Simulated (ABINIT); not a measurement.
## AlN: geometry relaxation (part 3 of 4)

The same run, continued: AlN (4 atoms in the cell); Kohn-Sham DFT of a periodic cell, PBE, PseudoDojo NC SR PBE v0.4.1 standard, no spin polarisation (ABINIT 10.8.3); cutoff 1142.88 eV, 10×10×6 k-mesh, fermi-dirac of 0.05 eV. The structure derives from an entry of the Crystallography Open Database.

Geometry of the input (Å; fractional positions):
```
3.1130  0.0000  0.0000
-1.5565  2.6959  0.0000
0.0000  0.0000  4.9810
Al 0.3333  0.6667  0.0000
Al 0.6667  0.3333  0.5000
N  0.3333  0.6667  0.3800
N  0.6667  0.3333  0.8800
```

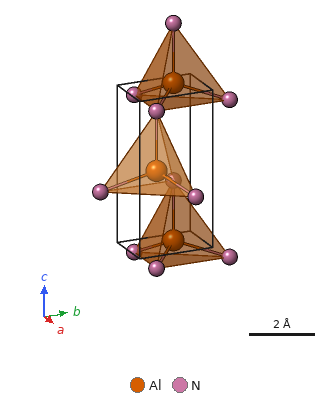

**Figure 1.** The structure as given in the input (polyhedral view of the cell of the calculation, seen at an oblique angle; polyhedra are completed across the faces of the cell).

**The program's output, continued**
```
--- !ResultsGS
iteration_state: {dtset: 1, itime: 6, icycle: 1, }
comment   : Summary of ground state results
lattice_vectors:
- [  5.9113508,   0.0000000,   0.0000000, ]
- [ -2.9556754,   5.1193799,   0.0000000, ]
- [  0.0000000,   0.0000000,   9.4797992, ]
lattice_lengths: [   5.91135,    5.91135,    9.47980, ]
lattice_angles: [ 90.000,  90.000, 120.000, ] # degrees, (23, 13, 12)
lattice_volume:   2.8688196E+02
convergence: {deltae:  6.750E-13, res2:  4.273E-12, residm:  1.911E-07, diffor: null, }
etotal    :  -2.55887675E+01
entropy   :   0.00000000E+00
fermie    :   2.50992503E-01
cartesian_stress_tensor: # hartree/bohr^3
- [ -1.20487007E-06,   0.00000000E+00,   0.00000000E+00, ]
- [  0.00000000E+00,  -1.20487007E-06,   0.00000000E+00, ]
- [  0.00000000E+00,   0.00000000E+00,   3.16796609E-06, ]
pressure_GPa:  -7.4359E-03
xred      :
- [  3.3333E-01,   6.6667E-01,  -7.4806E-04, Al]
- [  6.6667E-01,   3.3333E-01,   4.9925E-01, Al]
- [  3.3333E-01,   6.6667E-01,   3.8075E-01,  N]
- [  6.6667E-01,   3.3333E-01,   8.8075E-01,  N]
cartesian_forces: # hartree/bohr
- [  5.33794007E-31,   3.08186114E-31,   3.90975472E-05, ]
- [ -1.77931336E-31,  -1.02728705E-31,   3.90975472E-05, ]
- [ -1.77931336E-31,  -1.02728705E-31,  -3.90975472E-05, ]
- [ -1.77931336E-31,  -1.02728705E-31,  -3.90975472E-05, ]
force_length_stats: {min:   3.90975472E-05, max:   3.90975472E-05, mean:   3.90975472E-05, }
...

 Integrated electronic density in atomic spheres:
 ------------------------------------------------
 Atom  Sphere_radius  Integrated_density
    1        2.00000          1.07544171
    2        2.00000          1.07544171
    3        2.00000          5.36617173
    4        2.00000          5.36617173

---OUTPUT-----------------------------------------------------------------------

 Cartesian coordinates (xcart) [bohr]
 -3.95599395128825E-16  3.41291996426159E+00 -7.09144641230135E-03
  2.95567539013443E+00  1.70645998213080E+00  4.73280815993645E+00
 -3.95599395128825E-16  3.41291996426159E+00  3.60941514723735E+00
  2.95567539013443E+00  1.70645998213080E+00  8.34931475358609E+00
 Reduced coordinates (xred)
  3.33333333333333E-01  6.66666666666667E-01 -7.48058714450711E-04
  6.66666666666667E-01  3.33333333333333E-01  4.99251941285549E-01
  3.33333333333333E-01  6.66666666666667E-01  3.80748058714450E-01
  6.66666666666667E-01  3.33333333333333E-01  8.80748058714450E-01
 Cartesian forces (fcart) [Ha/bohr]; max,rms= 3.90975E-05 2.25730E-05 (free atoms)
  5.33794007186379E-31  3.08186113740950E-31  3.90975471973496E-05
 -1.77931335728793E-31 -1.02728704580317E-31  3.90975471973496E-05
 -1.77931335728793E-31 -1.02728704580317E-31 -3.90975471973496E-05
 -1.77931335728793E-31 -1.02728704580317E-31 -3.90975471973496E-05
 Gradient of E wrt nuclear positions in reduced coordinates (gred)
 -3.15544362088405E-30 -7.60716953563970E-47 -3.70636897139838E-04
  1.05181454029468E-30  5.45509497922327E-47 -3.70636897139838E-04
  1.05181454029468E-30  5.45509497922327E-47  3.70636897139838E-04
  1.05181454029468E-30  5.45509497922327E-47  3.70636897139838E-04
 Scale of Primitive Cell (acell) [bohr]
  5.91135078026887E+00  5.91135078026764E+00  9.47979921269750E+00
 Real space primitive translations (rprimd) [bohr]
  5.91135078026887E+00  0.00000000000000E+00  0.00000000000000E+00
 -2.95567539013443E+00  5.11937994639239E+00  0.00000000000000E+00
  0.00000000000000E+00  0.00000000000000E+00  9.47979921269750E+00
 Unitary Cell Volume (ucvol) [Bohr^3]=  2.86881955757051E+02
 Angles (23,13,12)= [degrees]
  9.00000000000000E+01  9.00000000000000E+01  1.20000000000007E+02
 Lengths [Bohr]
  5.91135078026887E+00  5.91135078026764E+00  9.47979921269750E+00
 Stress tensor in cartesian coordinates (strten) [Ha/bohr^3]
 -1.20487006907265E-06  0.00000000000000E+00  0.00000000000000E+00
  0.00000000000000E+00 -1.20487006708206E-06  0.00000000000000E+00
  0.00000000000000E+00  0.00000000000000E+00  3.16796609438645E-06
 Total energy (etotal) [Ha]= -2.55887675417720E+01

 Difference of energy with previous step (new-old):
           Absolute (Ha)=-2.83945E-07
           Relative     =-1.10965E-08

--- Iteration: ( 7/60) Internal Cycle: (1/1)
--------------------------------------------------------------------------------

---SELF-CONSISTENT-FIELD CONVERGENCE--------------------------------------------

--- !BeginCycle
iteration_state: {dtset: 1, itime: 7, icycle: 1, }
solver: {iscf: 7, nstep: 100, nline: 4, wfoptalg: 0, }
tolerances: {tolvrs: 1.00E-10, }
...

     iter   Etot(hartree)      deltaE(h)  residm     vres2
 ETOT  1  -25.588767383358    -2.559E+01 7.322E-05 2.034E-03
 ETOT  2  -25.588767549910    -1.666E-07 3.637E-06 6.069E-04
 ETOT  3  -25.588767667533    -1.176E-07 2.193E-07 6.491E-05
 ETOT  4  -25.588767680389    -1.286E-08 6.383E-08 6.621E-07
 ETOT  5  -25.588767680443    -5.330E-11 7.603E-08 1.340E-08
 ETOT  6  -25.588767680443    -4.441E-13 3.202E-08 1.719E-10
 ETOT  7  -25.588767680443    -2.984E-13 1.999E-08 2.515E-12

 At SCF step    7       vres2   =  2.51E-12 < tolvrs=  1.00E-10 =>converged.

 Cartesian components of stress tensor (hartree/bohr^3)
  sigma(1 1)= -6.64134457E-07  sigma(3 2)=  0.00000000E+00
  sigma(2 2)= -6.64134455E-07  sigma(3 1)=  0.00000000E+00
  sigma(3 3)=  6.27164698E-07  sigma(2 1)=  0.00000000E+00

--- !ResultsGS
iteration_state: {dtset: 1, itime: 7, icycle: 1, }
comment   : Summary of ground state results
lattice_vectors:
- [  5.9118008,   0.0000000,   0.0000000, ]
- [ -2.9559004,   5.1197697,   0.0000000, ]
- [  0.0000000,   0.0000000,   9.4774871, ]
lattice_lengths: [   5.91180,    5.91180,    9.47749, ]
lattice_angles: [ 90.000,  90.000, 120.000, ] # degrees, (23, 13, 12)
lattice_volume:   2.8685566E+02
convergence: {deltae: -2.984E-13, res2:  2.515E-12, residm:  1.999E-08, diffor: null, }
etotal    :  -2.55887677E+01
entropy   :   0.00000000E+00
fermie    :   2.50959189E-01
cartesian_stress_tensor: # hartree/bohr^3
- [ -6.64134457E-07,   0.00000000E+00,   0.00000000E+00, ]
- [  0.00000000E+00,  -6.64134455E-07,   0.00000000E+00, ]
- [  0.00000000E+00,   0.00000000E+00,   6.27164698E-07, ]
pressure_GPa:   6.8757E-03
xred      :
- [  3.3333E-01,   6.6667E-01,  -7.7426E-04, Al]
- [  6.6667E-01,   3.3333E-01,   4.9923E-01, Al]
- [  3.3333E-01,   6.6667E-01,   3.8077E-01,  N]
- [  6.6667E-01,   3.3333E-01,   8.8077E-01,  N]
cartesian_forces: # hartree/bohr
- [ -3.55835580E-31,   6.16325303E-31,   3.15519687E-05, ]
- [ -3.55835580E-31,  -1.02720884E-30,   3.15519687E-05, ]
- [  3.55835580E-31,   2.05441768E-31,  -3.15519687E-05, ]
- [  3.55835580E-31,   2.05441768E-31,  -3.15519687E-05, ]
force_length_stats: {min:   3.15519687E-05, max:   3.15519687E-05, mean:   3.15519687E-05, }
...

 Integrated electronic density in atomic spheres:
 ------------------------------------------------
 Atom  Sphere_radius  Integrated_density
    1        2.00000          1.07696916
    2        2.00000          1.07696916
    3        2.00000          5.36741310
    4        2.00000          5.36741310

---OUTPUT-----------------------------------------------------------------------

 Cartesian coordinates (xcart) [bohr]
 -9.87776636719505E-16  3.41317980939243E+00 -7.33801816547237E-03
  2.95590042261878E+00  1.70658990469621E+00  4.73140554454518E+00
 -9.87776636719505E-16  3.41317980939243E+00  3.60878312582556E+00
  2.95590042261878E+00  1.70658990469621E+00  8.34752668853621E+00
 Reduced coordinates (xred)
  3.33333333333333E-01  6.66666666666667E-01 -7.74257782507531E-04
  6.66666666666667E-01  3.33333333333333E-01  4.99225742217492E-01
  3.33333333333333E-01  6.66666666666667E-01  3.80774257782507E-01
  6.66666666666667E-01  3.33333333333333E-01  8.80774257782507E-01
 Cartesian forces (fcart) [Ha/bohr]; max,rms= 3.15520E-05 1.82165E-05 (free atoms)
 -3.55835579658271E-31  6.16325303109017E-31  3.15519687073597E-05
 -3.55835579658271E-31 -1.02720883851503E-30  3.15519687073597E-05
  3.55835579658271E-31  2.05441767703006E-31 -3.15519687073597E-05
  3.55835579658271E-31  2.05441767703006E-31 -3.15519687073597E-05
 Gradient of E wrt nuclear positions in reduced coordinates (gred)
  2.10362908058936E-30 -4.20725816117873E-30 -2.99033377205697E-04
  2.10362908058936E-30  4.20725816117873E-30 -2.99033377205697E-04
 -2.10362908058936E-30 -2.25616280381555E-46  2.99033377205697E-04
 -2.10362908058936E-30 -2.25616280381555E-46  2.99033377205697E-04
 Scale of Primitive Cell (acell) [bohr]
  5.91180084523757E+00  5.91180084523635E+00  9.47748712542130E+00
 Real space primitive translations (rprimd) [bohr]
  5.91180084523757E+00  0.00000000000000E+00  0.00000000000000E+00
 -2.95590042261878E+00  5.11976971408864E+00  0.00000000000000E+00
  0.00000000000000E+00  0.00000000000000E+00  9.47748712542130E+00
 Unitary Cell Volume (ucvol) [Bohr^3]=  2.86855661268720E+02
 Angles (23,13,12)= [degrees]
  9.00000000000000E+01  9.00000000000000E+01  1.20000000000007E+02
 Lengths [Bohr]
  5.91180084523757E+00  5.91180084523635E+00  9.47748712542130E+00
 Stress tensor in cartesian coordinates (strten) [Ha/bohr^3]
 -6.64134456515413E-07  0.00000000000000E+00  0.00000000000000E+00
  0.00000000000000E+00 -6.64134454527853E-07  0.00000000000000E+00
  0.00000000000000E+00  0.00000000000000E+00  6.27164697761945E-07
 Total energy (etotal) [Ha]= -2.55887676804435E+01

 Difference of energy with previous step (new-old):
           Absolute (Ha)=-1.38671E-07
           Relative     =-5.41923E-09

--- Iteration: ( 8/60) Internal Cycle: (1/1)
--------------------------------------------------------------------------------

---SELF-CONSISTENT-FIELD CONVERGENCE--------------------------------------------

--- !BeginCycle
iteration_state: {dtset: 1, itime: 8, icycle: 1, }
solver: {iscf: 7, nstep: 100, nline: 4, wfoptalg: 0, }
tolerances: {tolvrs: 1.00E-10, }
...

     iter   Etot(hartree)      deltaE(h)  residm     vres2
 ETOT  1  -25.588767683491    -2.559E+01 5.655E-09 8.721E-05
 ETOT  2  -25.588767692134    -8.643E-09 3.657E-09 8.014E-06
 ETOT  3  -25.588767693236    -1.103E-09 8.715E-09 2.843E-06
 ETOT  4  -25.588767693814    -5.779E-10 2.624E-09 3.486E-08
 ETOT  5  -25.588767693819    -4.157E-12 6.870E-09 4.243E-10
 ETOT  6  -25.588767693819    -1.563E-13 1.860E-09 3.407E-12

 At SCF step    6       vres2   =  3.41E-12 < tolvrs=  1.00E-10 =>converged.

 Cartesian components of stress tensor (hartree/bohr^3)
  sigma(1 1)= -1.78669118E-07  sigma(3 2)=  0.00000000E+00
  sigma(2 2)= -1.78669116E-07  sigma(3 1)=  0.00000000E+00
  sigma(3 3)= -2.04816995E-09  sigma(2 1)=  0.00000000E+00

--- !ResultsGS
iteration_state: {dtset: 1, itime: 8, icycle: 1, }
comment   : Summary of ground state results
lattice_vectors:
- [  5.9119726,   0.0000000,   0.0000000, ]
- [ -2.9559863,   5.1199184,   0.0000000, ]
- [  0.0000000,   0.0000000,   9.4770740, ]
lattice_lengths: [   5.91197,    5.91197,    9.47707, ]
lattice_angles: [ 90.000,  90.000, 120.000, ] # degrees, (23, 13, 12)
lattice_volume:   2.8685982E+02
convergence: {deltae: -1.563E-13, res2:  3.407E-12, residm:  1.860E-09, diffor: null, }
etotal    :  -2.55887677E+01
entropy   :   0.00000000E+00
fermie    :   2.50938231E-01
cartesian_stress_tensor: # hartree/bohr^3
- [ -1.78669118E-07,   0.00000000E+00,   0.00000000E+00, ]
- [  0.00000000E+00,  -1.78669116E-07,   0.00000000E+00, ]
- [  0.00000000E+00,   0.00000000E+00,  -2.04816995E-09, ]
pressure_GPa:   3.5245E-03
xred      :
- [  3.3333E-01,   6.6667E-01,  -7.7093E-04, Al]
- [  6.6667E-01,   3.3333E-01,   4.9923E-01, Al]
- [  3.3333E-01,   6.6667E-01,   3.8077E-01,  N]
- [  6.6667E-01,   3.3333E-01,   8.8077E-01,  N]
cartesian_forces: # hartree/bohr
- [ -0.00000000E+00,  -0.00000000E+00,   7.88783392E-06, ]
- [ -0.00000000E+00,  -0.00000000E+00,   7.88783392E-06, ]
- [ -1.13864078E-29,  -6.57394559E-30,  -7.88783392E-06, ]
- [  1.13864078E-29,   6.57394559E-30,  -7.88783392E-06, ]
force_length_stats: {min:   7.88783392E-06, max:   7.88783392E-06, mean:   7.88783392E-06, }
...

 Integrated electronic density in atomic spheres:
 ------------------------------------------------
 Atom  Sphere_radius  Integrated_density
    1        2.00000          1.07696973
    2        2.00000          1.07696973
    3        2.00000          5.36742198
    4        2.00000          5.36742198

---OUTPUT-----------------------------------------------------------------------

 Cartesian coordinates (xcart) [bohr]
 -3.21665066863435E-16  3.41327896406445E+00 -7.30615349309602E-03
  2.95598629308366E+00  1.70663948203223E+00  4.73123085084733E+00
 -3.21665066863435E-16  3.41327896406445E+00  3.60859427679182E+00
  2.95598629308366E+00  1.70663948203223E+00  8.34713128113224E+00
 Reduced coordinates (xred)
  3.33333333333333E-01  6.66666666666667E-01 -7.70929243182411E-04
  6.66666666666667E-01  3.33333333333333E-01  4.99229070756818E-01
  3.33333333333333E-01  6.66666666666667E-01  3.80770929243182E-01
  6.66666666666667E-01  3.33333333333333E-01  8.80770929243182E-01
 Cartesian forces (fcart) [Ha/bohr]; max,rms= 7.88783E-06 4.55404E-06 (free atoms)
 -0.00000000000000E+00 -0.00000000000000E+00  7.88783391958745E-06
 -0.00000000000000E+00 -0.00000000000000E+00  7.88783391958745E-06
 -1.13864077679190E-29 -6.57394558991268E-30 -7.88783391958745E-06
  1.13864077679190E-29  6.57394558991268E-30 -7.88783391958745E-06
 Gradient of E wrt nuclear positions in reduced coordinates (gred)
  0.00000000000000E+00 -0.00000000000000E+00 -7.47535858241133E-05
  0.00000000000000E+00 -0.00000000000000E+00 -7.47535858241133E-05
  6.73161305788597E-29  5.67518294623088E-45  7.47535858241133E-05
 -6.73161305788597E-29 -5.67518294623088E-45  7.47535858241133E-05
 Scale of Primitive Cell (acell) [bohr]
  5.91197258616733E+00  5.91197258616610E+00  9.47707400868085E+00
 Real space primitive translations (rprimd) [bohr]
  5.91197258616733E+00  0.00000000000000E+00  0.00000000000000E+00
 -2.95598629308366E+00  5.11991844609668E+00  0.00000000000000E+00
  0.00000000000000E+00  0.00000000000000E+00  9.47707400868085E+00
 Unitary Cell Volume (ucvol) [Bohr^3]=  2.86859823571821E+02
 Angles (23,13,12)= [degrees]
  9.00000000000000E+01  9.00000000000000E+01  1.20000000000007E+02
 Lengths [Bohr]
  5.91197258616733E+00  5.91197258616610E+00  9.47707400868085E+00
 Stress tensor in cartesian coordinates (strten) [Ha/bohr^3]
 -1.78669117702202E-07  0.00000000000000E+00  0.00000000000000E+00
  0.00000000000000E+00 -1.78669115709872E-07  0.00000000000000E+00
  0.00000000000000E+00  0.00000000000000E+00 -2.04816995265020E-09
 Total energy (etotal) [Ha]= -2.55887676938187E+01

 Difference of energy with previous step (new-old):
           Absolute (Ha)=-1.33752E-08
           Relative     =-5.22697E-10

 At Broyd/MD step   8, gradients are converged :
  max grad (force/stress) = 1.7867E-05 < tolmxf= 5.0000E-05 ha/bohr (free atoms)

================================================================================

 ----iterations are completed or convergence reached----

 Mean square residual over all n,k,spin=   28.068E-13; max=  18.601E-10
 reduced coordinates (array xred) for    4 atoms
       0.333333333333      0.666666666667     -0.000770929243
       0.666666666667      0.333333333333      0.499229070757
       0.333333333333      0.666666666667      0.380770929243
       0.666666666667      0.333333333333      0.880770929243
 rms dE/dt=  4.3165E-05; max dE/dt=  7.3544E-05; dE/dt below (all hartree)
    1       0.000000000000      0.000000000000     -0.000075963342
    2       0.000000000000      0.000000000000     -0.000075963342
    3       0.000000000000      0.000000000000      0.000073543830
    4      -0.000000000000      0.000000000000      0.000073543830

 cartesian coordinates (angstrom) at end:
    1     -0.00000000000000     1.80622944101214    -0.00386624992528
    2      1.56424058098031     0.90311472050607     2.50365954409110
    3     -0.00000000000000     1.80622944101214     1.90958585337774
    4      1.56424058098031     0.90311472050607     4.41711164739412

 cartesian forces (hartree/bohr) at end:
    1     -0.00000000000000    -0.00000000000000     0.00000788783392
    2     -0.00000000000000    -0.00000000000000     0.00000788783392
    3     -0.00000000000000    -0.00000000000000    -0.00000788783392
    4      0.00000000000000     0.00000000000000    -0.00000788783392
 frms,max,avg= 4.5540430E-06 7.8878339E-06   0.000E+00  0.000E+00  1.277E-07 h/b

 cartesian forces (eV/Angstrom) at end:
    1     -0.00000000000000    -0.00000000000000     0.00040560872833
    2     -0.00000000000000    -0.00000000000000     0.00040560872833
    3     -0.00000000000000    -0.00000000000000    -0.00040560872833
    4      0.00000000000000     0.00000000000000    -0.00040560872833
 frms,max,avg= 2.3417831E-04 4.0560873E-04   0.000E+00  0.000E+00  6.564E-06 e/A
 length scales=  5.911972586167  5.911972586166  9.477074008681 bohr
              =  3.128481161961  3.128481161960  5.015051588033 angstroms
 Fermi (or HOMO) energy (hartree) =   0.25094   Average Vxc (hartree)=  -0.39088
 Eigenvalues (hartree) for nkpt=  56  k points:
 kpt#   1, nband= 12, wtk=  0.00167, kpt=  0.0000  0.0000  0.0000 (reduced coord)
  -0.36297   -0.28615   -0.02673    0.15954    0.15954    0.18313    0.18313    0.19060
   0.33967    0.43077    0.57455    0.59723
      occupation numbers for kpt#   1
   2.00000    2.00000    2.00000    2.00000    2.00000    2.00000    2.00000    2.00000
   0.00000    0.00000    0.00000    0.00000
 prteigrs : prtvol=0 or 1, do not print more k-points.

 Fermi (or HOMO) energy (eV) =   6.82838   Average Vxc (eV)= -10.63637
 Eigenvalues (   eV  ) for nkpt=  56  k points:
 kpt#   1, nband= 12, wtk=  0.00167, kpt=  0.0000  0.0000  0.0000 (reduced coord)
  -9.87688   -7.78651   -0.72739    4.34130    4.34130    4.98333    4.98333    5.18658
   9.24294   11.72176   15.63422   16.25151
 prteigrs : prtvol=0 or 1, do not print more k-points.

--- !EnergyTerms
iteration_state     : {dtset: 1, itime: 8, icycle: 1, }
comment             : Components of total free energy in Hartree
kinetic             :  1.63064597906828E+01
hartree             :  5.72056599289431E+00
xc                  : -8.47648084131181E+00
Ewald energy        : -2.16227239861780E+01
psp_core            :  1.03645707155022E+00
local_psp           : -1.72154054232006E+01
non_local_psp       : -1.33764029825565E+00
internal            : -2.55887676938187E+01
'-kT*entropy'       :  1.25294870812291E-15
total_energy        : -2.55887676938187E+01
total_energy_eV     : -6.96305841275180E+02
band_energy         : -1.21149139335270E-02
...

 rms coord change=  4.4510E-04   atom, delta coord (reduced):
     1        0.000000000000      0.000000000000     -0.000770929243
     2        0.000000000000      0.000000000000     -0.000770929243
     3        0.000000000000      0.000000000000      0.000770929243
     4        0.000000000000      0.000000000000      0.000770929243

 Cartesian components of stress tensor (hartree/bohr^3)
  sigma(1 1)= -1.78669118E-07  sigma(3 2)=  0.00000000E+00
  sigma(2 2)= -1.78669116E-07  sigma(3 1)=  0.00000000E+00
  sigma(3 3)= -2.04816995E-09  sigma(2 1)=  0.00000000E+00

-Cartesian components of stress tensor (GPa)         [Pressure=  3.5245E-03 GPa]
- sigma(1 1)= -5.25662693E-03  sigma(3 2)=  0.00000000E+00
- sigma(2 2)= -5.25662687E-03  sigma(3 1)=  0.00000000E+00
- sigma(3 3)= -6.02592404E-05  sigma(2 1)=  0.00000000E+00

== END DATASET(S) ==============================================================
================================================================================

 -outvars: echo values of variables after computation  --------
            acell      5.9119725862E+00  5.9119725862E+00  9.4770740087E+00 Bohr
           etotal     -2.5588767694E+01
            fcart     -0.0000000000E+00 -0.0000000000E+00  7.8878339196E-06
                      -0.0000000000E+00 -0.0000000000E+00  7.8878339196E-06
                      -1.1386407768E-29 -6.5739455899E-30 -7.8878339196E-06
                       1.1386407768E-29  6.5739455899E-30 -7.8878339196E-06
            rprim      1.0000000000E+00  0.0000000000E+00  0.0000000000E+00
                      -5.0000000000E-01  8.6602540378E-01  0.0000000000E+00
                       0.0000000000E+00  0.0000000000E+00  1.0000000000E+00
           strten     -1.7866911770E-07 -1.7866911571E-07 -2.0481699527E-09
                       0.0000000000E+00  0.0000000000E+00  0.0000000000E+00
           xangst     -1.7021782281E-16  1.8062294410E+00 -3.8662499253E-03
                       1.5642405810E+00  9.0311472051E-01  2.5036595441E+00
                      -1.7021782281E-16  1.8062294410E+00  1.9095858534E+00
                       1.5642405810E+00  9.0311472051E-01  4.4171116474E+00
             xred      3.3333333333E-01  6.6666666667E-01 -7.7092924318E-04
                       6.6666666667E-01  3.3333333333E-01  4.9922907076E-01
                       3.3333333333E-01  6.6666666667E-01  3.8077092924E-01
                       6.6666666667E-01  3.3333333333E-01  8.8077092924E-01
 Calculation completed.
```
